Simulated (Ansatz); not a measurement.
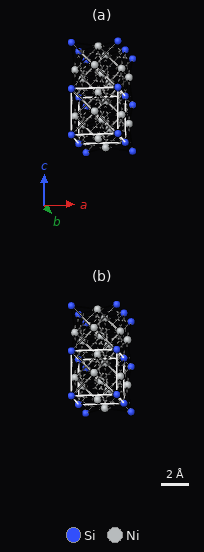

The structure of solid SiNi3 (set up in Pm-3m) (coarse preliminary run) before (top) and after (bottom) a relaxation, at one scale.

The picture is a ball-and-stick view of the cell of the calculation, repeated 1 × 2 × 2 with one cell outlined, seen from a free direction.

These are results of DFT PBEsol, scalar-relativistic, plane waves, PAW in Ansatz, not measurements.

Input file:
```yaml
crystal:
  lattice:
    - [3.5511, 0.0, 0.0]
    - [0.0, 3.5511, 0.0]
    - [0.0, 0.0, 3.5511]
  atoms:
    - { symbol: Si, position: [0.0, 0.0, 0.0] }
    - { symbol: Ni, position: [0.0, 0.5, 0.5] }
    - { symbol: Ni, position: [0.5, 0.0, 0.5] }
    - { symbol: Ni, position: [0.5, 0.5, 0.0] }
basis:
  ecutwfc: 420
kpoints:
  mp_grid: { grid: [6, 6, 6] }
hamiltonian:
  xc: pbesol
scf:
  occupations: { method: gaussian, width: 0.1 }
output:
  forces: true
  stress: true
  eigenvalues: true
relax:
  adjacent_minimum: "off"
  f_tol: 0.05
  max_steps: 80
  cell: { stress_tol: 0.5 }
```

Launched with:
```bash
ansatz run input.yaml --threads 2 --pin off --max-ram 5120MiB --backend cpu --events-out ev --progress --plain --runs-dir out
```

### Describe what moved and what it gained.

The atoms keep their places relative to the cell (all moves are under 0.005 Å). Cell: a = b = c 3.551 → 3.461 Å (−2.5 %). Volume −7.4 %. Near-neighbour distances that change, for instance: Si1–Ni2 2.511 → 2.448 Å, Ni2–Ni3 2.511 → 2.448 Å. The space group stays Pm-3m (No. 221). Over 3 accepted moves (4 points after the start) the energy falls by 0.172 eV per cell of the calculation. All forces vanish by symmetry, so only the cell relaxes. The pressure goes from −15.41 to −0.06 GPa. The SCF was repeated once at an unchanged geometry on a basis and grid sized afresh for the cell, which shifted the energy by 1.2 meV per cell of the calculation at most.

Limits of the set-up: an element that often carries a moment was run without spin polarisation.
